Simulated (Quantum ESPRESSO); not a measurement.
**Run report: BP, dielectric calculation (part 1 of 2)**

- system: BP (F-43m, 2 atoms in the cell)
- method: Kohn-Sham DFT of a periodic cell, RPBE with D3(BJ) two-body, JTH 2.0 PBE, no spin polarisation (Quantum ESPRESSO 7.5)

The structure derives from an entry of the Crystallography Open Database.

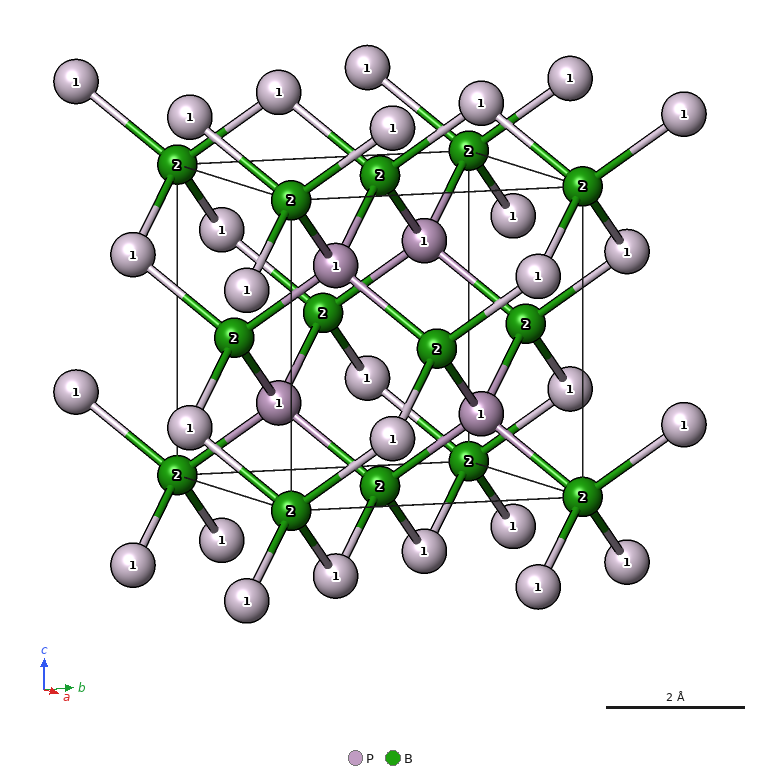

*The structure as given in the input (ball-and-stick view of the cell 4 times as large as that of the calculation, set on its symmetry axes, seen slightly off an axis; neighbours outside the cell are drawn fainter; atoms are numbered from 1 in the order of the input).*

Input:
```
&CONTROL
  calculation = 'scf'
  prefix = 'pwscf'
  outdir = './tmp'
  pseudo_dir = './pseudo'
  tprnfor = .true.
  tstress = .true.
  disk_io = 'low'
/
&SYSTEM
  ibrav = 0
  nat = 2
  ntyp = 2
  ecutwfc = 36
  ecutrho = 216
  nbnd = 9
  input_dft = 'rpbe'
  occupations = 'smearing'
  smearing = 'fd'
  degauss = 0.00367493
  vdw_corr = 'grimme-d3'
  dftd3_version = 4
  dftd3_threebody = .false.
/
&ELECTRONS
  conv_thr = 4d-10
  electron_maxstep = 120
  mixing_beta = 0.5
/
ATOMIC_SPECIES
P     30.9738 P.GGA_PBE-JTH.UPF
B     10.8100 B.GGA_PBE-JTH.UPF
CELL_PARAMETERS angstrom
   0.0000000000    2.2690000000    2.2690000000
   2.2690000000    0.0000000000    2.2690000000
   2.2690000000    2.2690000000    0.0000000000
ATOMIC_POSITIONS angstrom
P      3.4035000000    3.4035000000    3.4035000000
B      0.0000000000    0.0000000000    0.0000000000
K_POINTS automatic
8 8 8 1 1 1
```

File scf2.in:
```
&CONTROL
  calculation = 'scf'
  prefix = 'pwscf'
  outdir = './tmp'
  pseudo_dir = './pseudo'
  tprnfor = .true.
  tstress = .true.
  disk_io = 'low'
/
&SYSTEM
  ibrav = 0
  nat = 2
  ntyp = 2
  ecutwfc = 36
  ecutrho = 216
  nbnd = 9
  input_dft = 'rpbe'
  occupations = 'fixed'
  vdw_corr = 'grimme-d3'
  dftd3_version = 4
  dftd3_threebody = .false.
/
&ELECTRONS
  conv_thr = 1d-13
  electron_maxstep = 120
  mixing_beta = 0.5
  startingpot = 'file'
  startingwfc = 'file'
/
ATOMIC_SPECIES
P     30.9738 P.GGA_PBE-JTH.UPF
B     10.8100 B.GGA_PBE-JTH.UPF
CELL_PARAMETERS angstrom
   0.0000000000    2.2690000000    2.2690000000
   2.2690000000    0.0000000000    2.2690000000
   2.2690000000    2.2690000000    0.0000000000
ATOMIC_POSITIONS angstrom
P      3.4035000000    3.4035000000    3.4035000000
B      0.0000000000    0.0000000000    0.0000000000
K_POINTS automatic
8 8 8 1 1 1
```

File ph.in:
```
dielectric of BP
&INPUTPH
  prefix = 'pwscf'
  outdir = './tmp'
  tr2_ph = 1d-16
  fildyn = 'dyn'
  niter_ph = 60
  alpha_mix(1) = 0.7
  epsil = .true.
  trans = .false.
  zeu = .true.
/
0.0000000000 0.0000000000 0.0000000000
```

Hardware: 1 thread of Intel Xeon (Granite Rapids), 64 GiB of memory available, shared host.

Launched with:
```bash
OMP_NUM_THREADS=1 pw.x -in pw.in > pw.out
OMP_NUM_THREADS=1 pw.x -in scf2.in > scf2.out
OMP_NUM_THREADS=1 ph.x -in ph.in > ph.out
```

The program's output:
```
This program is part of the open-source Quantum ESPRESSO suite
     for quantum simulation of materials; please cite
         "P. Giannozzi et al., J. Phys.:Condens. Matter 21 395502 (2009);
         "P. Giannozzi et al., J. Phys.:Condens. Matter 29 465901 (2017);
         "P. Giannozzi et al., J. Chem. Phys. 152 154105 (2020);
          URL
     in publications or presentations arising from this work. More details at

     file P.GGA_PBE-JTH.UPF: wavefunction(s)  0S 0P renormalized
     file B.GGA_PBE-JTH.UPF: wavefunction(s)  2S 0S 2P 0P renormalized

     IMPORTANT: XC functional enforced from input :
     Exchange-correlation= RPBE
                           (   1   4  44   4   0   0   0)
     Any further DFT definition will be discarded
     Please, verify this is what you really want

     Message from routine setup:
     using ibrav=0 with symmetry is DISCOURAGED, use correct ibrav instead

     G-vector sticks info
     --------------------
     sticks:   dense  smooth     PW     G-vecs:    dense   smooth      PW
     Sum         547     367    121                 8393     4645     941

     Using Slab Decomposition

     bravais-lattice index     =            0
     lattice parameter (alat)  =       6.0638  a.u.
     unit-cell volume          =     157.6631 (a.u.)^3
     number of atoms/cell      =            2
     number of atomic types    =            2
     number of electrons       =         8.00
     number of Kohn-Sham states=            9
     kinetic-energy cutoff     =      36.0000  Ry
     charge density cutoff     =     216.0000  Ry
     scf convergence threshold =      4.0E-10
     mixing beta               =       0.5000
     number of iterations used =            8  plain     mixing
     Exchange-correlation= RPBE
                           (   1   4  44   4   0   0   0)

     celldm(1)=   6.063849  celldm(2)=   0.000000  celldm(3)=   0.000000
     celldm(4)=   0.000000  celldm(5)=   0.000000  celldm(6)=   0.000000

     crystal axes: (cart. coord. in units of alat)
               a(1) = (   0.000000   0.707107   0.707107 )
               a(2) = (   0.707107   0.000000   0.707107 )
               a(3) = (   0.707107   0.707107   0.000000 )

     reciprocal axes: (cart. coord. in units 2 pi/alat)
               b(1) = ( -0.707107  0.707107  0.707107 )
               b(2) = (  0.707107 -0.707107  0.707107 )
               b(3) = (  0.707107  0.707107 -0.707107 )

     PseudoPot. # 1 for P  read from file:
     P.GGA_PBE-JTH.UPF
     Pseudo is Projector augmented-wave + core cor, Zval =  5.0
     Generated using ATOMPAW code
     Shape of augmentation charge: SINC**2
     Using radial grid of  994 points,  4 beta functions with:
                l(1) =   0
                l(2) =   0
                l(3) =   1
                l(4) =   1
     Q(r) pseudized with 0 coefficients

     PseudoPot. # 2 for B  read from file:
     B.GGA_PBE-JTH.UPF
     Pseudo is Projector augmented-wave + core cor, Zval =  3.0
     Generated using ATOMPAW code
     Shape of augmentation charge: SINC**2
     Using radial grid of  906 points,  4 beta functions with:
                l(1) =   0
                l(2) =   0
                l(3) =   1
                l(4) =   1
     Q(r) pseudized with 0 coefficients

     atomic species   valence    mass     pseudopotential
     P                 5.00    30.97380     P ( 1.00)
     B                 3.00    10.81000     B ( 1.00)

     24 Sym. Ops. (no inversion) found

   Cartesian axes

     site n.     atom                  positions (alat units)
         1        P      tau(   1) = (   1.0606602   1.0606602   1.0606602  )
         2        B      tau(   2) = (   0.0000000   0.0000000   0.0000000  )

     --------------------------------------------
     DFT-D3 Dispersion Correction (no 3-body):
     --------------------------------------------
       Reference C6 values for interpolation:

         atom   Coordination number   C6
         B          0.000           214.36
         B          0.971           150.74
         B          1.944           106.23
         B          2.913            62.89
         B          4.586            56.06
         P          0.000           383.38
         P          0.995           361.25
         P          2.010           351.11
         P          2.986           303.38

       Values used:

         atom   Coordination number  R0_AB[au]  C6      C8
         P          6.479            3.309    303.38  16807.02
         B          4.053            3.039     56.17   2238.33

         Molecular C6 ( Ry / a.u.^6 ) =       619.07

     number of k points=    60  Fermi-Dirac smearing, width (Ry)=  0.0037
                       cart. coord. in units 2pi/alat
        k(    1) = (   0.0441942   0.0441942   0.0441942), wk =   0.0078125
        k(    2) = (   0.1325825   0.1325825  -0.0441942), wk =   0.0234375
        k(    3) = (   0.2209709   0.2209709  -0.1325825), wk =   0.0234375
        k(    4) = (   0.3093592   0.3093592  -0.2209709), wk =   0.0234375
        k(    5) = (  -0.3093592  -0.3093592   0.3977476), wk =   0.0234375
        k(    6) = (  -0.2209709  -0.2209709   0.3093592), wk =   0.0234375
        k(    7) = (  -0.1325825  -0.1325825   0.2209709), wk =   0.0234375
        k(    8) = (  -0.0441942  -0.0441942   0.1325825), wk =   0.0234375
        k(    9) = (   0.2209709   0.0441942   0.0441942), wk =   0.0234375
        k(   10) = (   0.3093592   0.1325825  -0.0441942), wk =   0.0468750
        k(   11) = (   0.3977476   0.2209709  -0.1325825), wk =   0.0468750
        k(   12) = (  -0.2209709  -0.3977476   0.4861359), wk =   0.0468750
        k(   13) = (  -0.1325825  -0.3093592   0.3977476), wk =   0.0468750
        k(   14) = (  -0.0441942  -0.2209709   0.3093592), wk =   0.0468750
        k(   15) = (   0.0441942  -0.1325825   0.2209709), wk =   0.0468750
        k(   16) = (   0.3977476   0.0441942   0.0441942), wk =   0.0234375
        k(   17) = (   0.4861359   0.1325825  -0.0441942), wk =   0.0468750
        k(   18) = (  -0.1325825  -0.4861359   0.5745243), wk =   0.0468750
        k(   19) = (  -0.0441942  -0.3977476   0.4861359), wk =   0.0468750
        k(   20) = (   0.0441942  -0.3093592   0.3977476), wk =   0.0468750
        k(   21) = (   0.1325825  -0.2209709   0.3093592), wk =   0.0468750
        k(   22) = (   0.5745243   0.0441942   0.0441942), wk =   0.0234375
        k(   23) = (  -0.0441942  -0.5745243   0.6629126), wk =   0.0468750
        k(   24) = (   0.0441942  -0.4861359   0.5745243), wk =   0.0468750
        k(   25) = (   0.1325825  -0.3977476   0.4861359), wk =   0.0468750
        k(   26) = (   0.2209709  -0.3093592   0.3977476), wk =   0.0468750
        k(   27) = (  -0.6629126   0.0441942   0.0441942), wk =   0.0234375
        k(   28) = (  -0.5745243   0.1325825  -0.0441942), wk =   0.0468750
        k(   29) = (  -0.4861359   0.2209709  -0.1325825), wk =   0.0468750
        k(   30) = (  -0.4861359   0.0441942   0.0441942), wk =   0.0234375
        k(   31) = (  -0.3977476   0.1325825  -0.0441942), wk =   0.0468750
        k(   32) = (  -0.3093592   0.0441942   0.0441942), wk =   0.0234375
        k(   33) = (   0.1325825   0.1325825   0.1325825), wk =   0.0078125
        k(   34) = (   0.2209709   0.2209709   0.0441942), wk =   0.0234375
        k(   35) = (   0.3093592   0.3093592  -0.0441942), wk =   0.0234375
        k(   36) = (  -0.3093592  -0.3093592   0.5745243), wk =   0.0234375
        k(   37) = (  -0.2209709  -0.2209709   0.4861359), wk =   0.0234375
        k(   38) = (  -0.1325825  -0.1325825   0.3977476), wk =   0.0234375
        k(   39) = (   0.3093592   0.1325825   0.1325825), wk =   0.0234375
        k(   40) = (   0.3977476   0.2209709   0.0441942), wk =   0.0468750
        k(   41) = (  -0.2209709  -0.3977476   0.6629126), wk =   0.0468750
        k(   42) = (  -0.1325825  -0.3093592   0.5745243), wk =   0.0468750
        k(   43) = (  -0.0441942  -0.2209709   0.4861359), wk =   0.0468750
        k(   44) = (   0.4861359   0.1325825   0.1325825), wk =   0.0234375
        k(   45) = (  -0.1325825  -0.4861359   0.7513010), wk =   0.0468750
        k(   46) = (  -0.0441942  -0.3977476   0.6629126), wk =   0.0468750
        k(   47) = (   0.0441942  -0.3093592   0.5745243), wk =   0.0468750
        k(   48) = (  -0.7513010   0.1325825   0.1325825), wk =   0.0234375
        k(   49) = (  -0.6629126   0.2209709   0.0441942), wk =   0.0468750
        k(   50) = (  -0.5745243   0.1325825   0.1325825), wk =   0.0234375
        k(   51) = (   0.2209709   0.2209709   0.2209709), wk =   0.0078125
        k(   52) = (   0.3093592   0.3093592   0.1325825), wk =   0.0234375
        k(   53) = (  -0.3093592  -0.3093592   0.7513010), wk =   0.0234375
        k(   54) = (  -0.2209709  -0.2209709   0.6629126), wk =   0.0234375
        k(   55) = (   0.3977476   0.2209709   0.2209709), wk =   0.0234375
        k(   56) = (  -0.2209709  -0.3977476   0.8396893), wk =   0.0468750
        k(   57) = (  -0.1325825  -0.3093592   0.7513010), wk =   0.0468750
        k(   58) = (  -0.8396893   0.2209709   0.2209709), wk =   0.0234375
        k(   59) = (   0.3093592   0.3093592   0.3093592), wk =   0.0078125
        k(   60) = (  -0.3093592  -0.3093592   0.9280777), wk =   0.0234375

     Dense  grid:     8393 G-vectors     FFT dimensions: (  30,  30,  30)

     Smooth grid:     4645 G-vectors     FFT dimensions: (  24,  24,  24)

     Check: negative core charge=   -0.000001

     Initial potential from superposition of free atoms

     starting charge       7.9996, renormalised to       8.0000

     negative rho (up, down):  1.774E-04 0.000E+00
     Starting wfcs are   16 randomized atomic wfcs

     Self-consistent Calculation

     iteration #  1     ecut=    36.00 Ry     beta= 0.50
     Davidson diagonalization with overlap
     ethr =  1.00E-02,  avg # of iterations =  5.3

     negative rho (up, down):  3.591E-04 0.000E+00

     total energy              =     -67.51068587 Ry
     estimated scf accuracy    <       0.15728974 Ry

     iteration #  2     ecut=    36.00 Ry     beta= 0.50
     Davidson diagonalization with overlap
     ethr =  1.97E-03,  avg # of iterations =  1.2

     negative rho (up, down):  5.827E-04 0.000E+00

     total energy              =     -67.53423954 Ry
     estimated scf accuracy    <       0.01134221 Ry

     iteration #  3     ecut=    36.00 Ry     beta= 0.50
     Davidson diagonalization with overlap
     ethr =  1.42E-04,  avg # of iterations =  3.4

     negative rho (up, down):  7.635E-04 0.000E+00

     total energy              =     -67.53485223 Ry
     estimated scf accuracy    <       0.00206624 Ry

     iteration #  4     ecut=    36.00 Ry     beta= 0.50
     Davidson diagonalization with overlap
     ethr =  2.58E-05,  avg # of iterations =  2.3

     negative rho (up, down):  7.726E-04 0.000E+00

     total energy              =     -67.53497685 Ry
     estimated scf accuracy    <       0.00003392 Ry

     iteration #  5     ecut=    36.00 Ry     beta= 0.50
     Davidson diagonalization with overlap
     ethr =  4.24E-07,  avg # of iterations =  3.3

     negative rho (up, down):  7.782E-04 0.000E+00

     total energy              =     -67.53498580 Ry
     estimated scf accuracy    <       0.00000779 Ry

     iteration #  6     ecut=    36.00 Ry     beta= 0.50
     Davidson diagonalization with overlap
     ethr =  9.74E-08,  avg # of iterations =  1.0

     negative rho (up, down):  7.753E-04 0.000E+00
```
